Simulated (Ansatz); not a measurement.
## Electronic structure of Ta2N in real space

Input

```
crystal:
  lattice:
    - [5.2965720514, 0.0, 0.0]
    - [-2.6482860257, 4.5869659495, 0.0]
    - [0.0, 0.0, 4.9391825701]
  atoms:
    - { symbol: Ta, position: [0.66636167, 0.66636167, 0.75361826] }
    - { symbol: Ta, position: [0.0, 0.33363833, 0.75361826] }
    - { symbol: Ta, position: [0.33363833, 0.0, 0.75361826] }
    - { symbol: Ta, position: [0.33363833, 0.33363833, 0.24638174] }
    - { symbol: Ta, position: [0.0, 0.66636167, 0.24638174] }
    - { symbol: Ta, position: [0.66636167, 0.0, 0.24638174] }
    - { symbol: "N", position: [0.66666667, 0.33333333, 0.5] }
    - { symbol: "N", position: [0.33333333, 0.66666667, 0.5] }
    - { symbol: "N", position: [0.0, 0.0, 0.0] }
basis:
  ecutwfc: 420
kpoints:
  mp_grid: { grid: [12, 12, 8] }
hamiltonian:
  xc: pbe
scf:
  occupations: { method: gaussian, width: 0.1 }
output:
  forces: true
  stress: true
  eigenvalues: true
  populations: true
  write_density: true
  write_potential: true
  elf: true
  volumetric_format: npy
```

Run with:

```sh
ansatz run input.yaml --threads 2 --pin off --max-ram 5120MiB --backend cpu --events-out ev --progress --plain --runs-dir out
```

Below, planes, directions and counts refer to the conventional cell (a = 5.30 Å, b = 5.30 Å, c = 4.94 Å, α = 90.00°, β = 90.00°, γ = 120.00°).

Space group P-31m; a structure from a database of computed crystals, not necessarily the ambient phase; computed pressure about 3 GPa in this cell; computed without spin polarisation.

Level of theory: Ansatz 0.2.0, DFT PBE, scalar-relativistic, plane waves, PAW.

In a PAW calculation such maps are meaningful between the atoms, not at the nuclei.

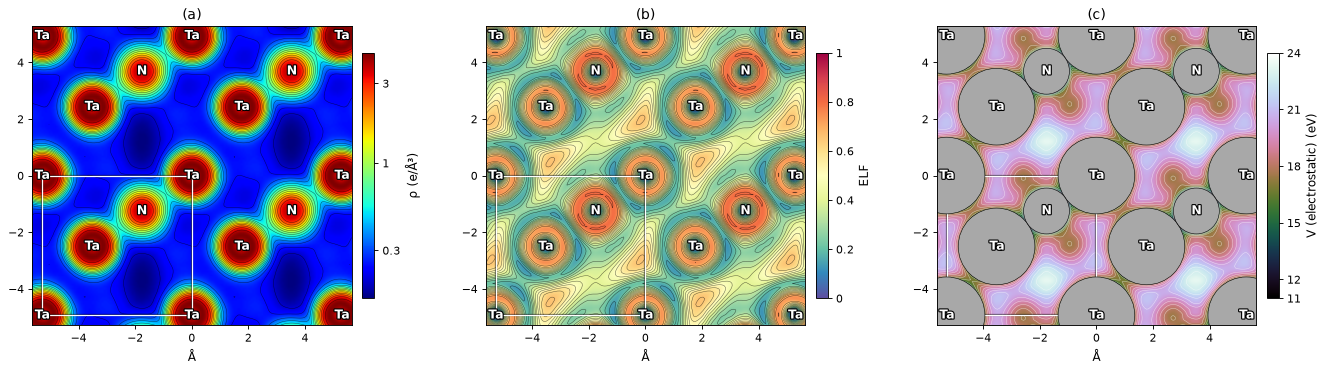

Figure 1. (a) valence electron density; (b) ELF; (c) electrostatic potential (local pseudopotential plus Hartree) felt by an electron on the (010) plane of the conventional cell. Grey discs cover the atomic cores in the potential map.

**What does the map show?**

Atoms in the plane: Ta and N.
Ta–N (2.16 Å): ρ at the midpoint is about 0.6 e/Å³; the ELF peaks at about 0.80 in the valence shell of N, 0.6 Å from its nucleus, and drops to about 0.15 between the two atoms (no localised pair shows between them).
Ta–Ta (3.01 Å): the density is about 0.25 e/Å³ at the midpoint; the ELF is about 0.25 at the midpoint (no shared electron pair shows on this line).
Ta–Ta (3.07 Å): ρ is about 0.25 e/Å³ halfway; the ELF is about 0.30 at the midpoint (no localised pair shows between them).
Between the atoms the lowest density in this plane is 0.15 e/Å³.
The features right at Ta lie inside the PAW spheres, where the map follows smoothed inner orbitals and isn't to be read closely.
Outside the cores the potential energy rises away from the atoms and is highest about 2.1 Å from the nearest atoms; its zero is arbitrary.

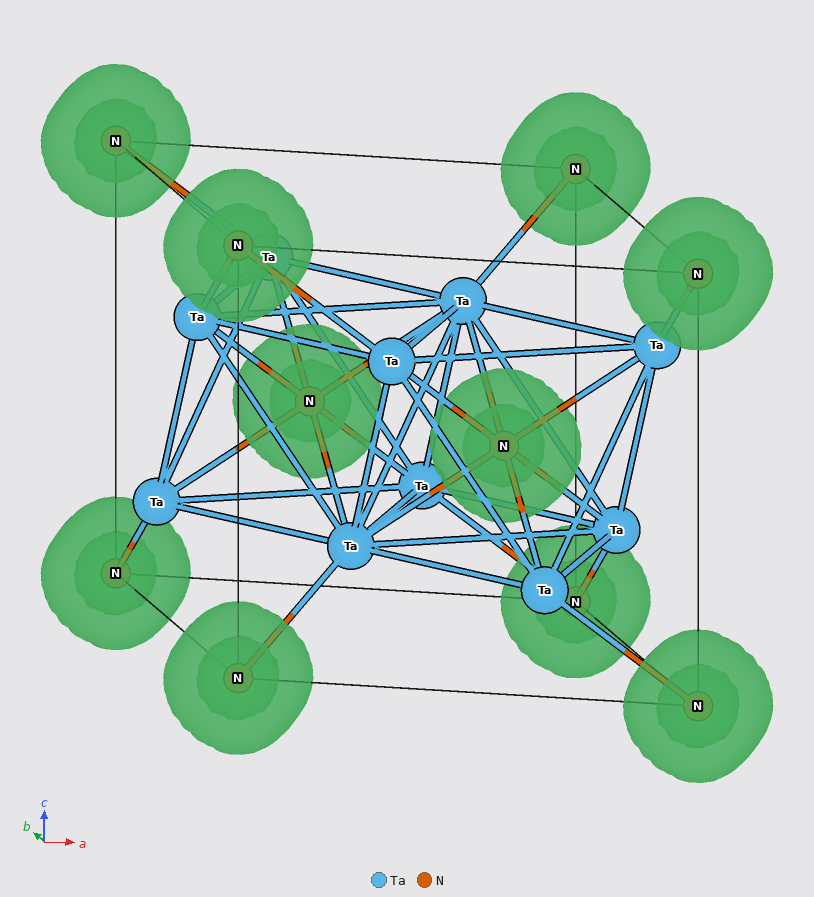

Figure 2. Isosurface of the ELF at 0.7 (green), seen slightly off an axis. Only the valence region is drawn (cores and ρ < 0.01 e/Å³ removed). Sticks mark near contacts.

**Describe the localisation domains.**

The ELF exceeds this value in three regions wrapped around N (the valence shell of each), counted in one cell of 9 atoms. Regions shared between cells count once. Along the contacts the grid gives the following. Ta–N (2.15 Å): the ELF peaks at about 0.80 in the valence shell of N, 0.6 Å from its nucleus, and drops to about 0.20 between the two atoms; no shared electron pair shows on this line. Ta–Ta (3.00 Å): the ELF is about 0.40 at the midpoint.

**Metal or insulator at this level of theory?**

It is metallic or semimetallic at this level of theory: no gap opens; semilocal functionals without U, or without the true magnetic order, often close the gap of such compounds.
